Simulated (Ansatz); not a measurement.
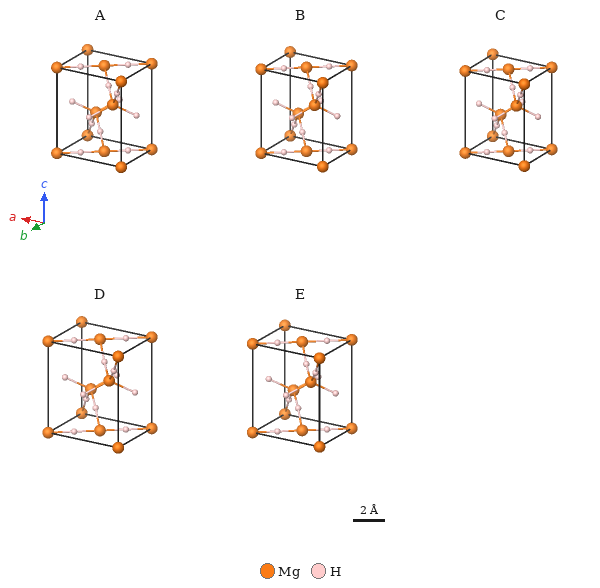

5 geometries from one relaxation of a crystal of MgH2 (a generated structure, set up in Cmme) (coarse preliminary run), in shuffled order. Style: ball-and-stick. Shown: the cell of the calculation, from a free direction.

All numbers below come from DFT PBE, scalar-relativistic, plane waves, PAW in Ansatz 0.2.0. Set-up: plane-wave cutoff 420 eV; k-point mesh 4 × 4 × 4; occupations gaussian; smearing width 0.1 eV; no spin polarisation; cell and atoms relaxed; force threshold 0.04 eV/Å; at most 70 steps.

Put them in the order of the run, from the start to the converged end.

Answer. C, B, A, E, D. They are steps 0, 1, 2, 3, 7, at +4.530 eV per cell of the calculation, +2.489 eV per cell of the calculation, +1.169 eV per cell of the calculation, +0.362 eV per cell of the calculation relative to the last. Over 5 accepted moves (7 points after the start) the energy falls by 4.530 eV per cell of the calculation. The largest force component goes from 0.45 to 0.01 eV/Å. Pressure: 20.68 GPa at the start and 0.03 GPa at the end. At 2 points the geometry stayed and the basis and grid were re-selected for the new cell (energy shift of 0.159 eV per cell of the calculation at most each time). The largest moves relative to the cell, 0.16 Å, are those of H atoms. Largest moves by element: H 0.16 Å, Mg 0.03 Å. The volume changes by +54.2 %, with a = b 5.857 → 6.832 Å (+16.7 %), c 5.488 → 6.111 Å (+11.4 %), γ 120.7° → 118.9°. Near-neighbour distances that change, for instance: H–Mg 1.449 → 1.736 Å, H–Mg 1.652 → 1.935 Å, H–Mg 1.603 → 1.880 Å, H–Mg 1.603 → 1.805 Å. Among the angles between lasting bonds that change: H–Mg–H 105.1° → 115.1°, Mg–H–Mg 180.0° → 171.4°, H–Mg–H 122.6° → 127.6°. The space group stays Cmme (No. 67).
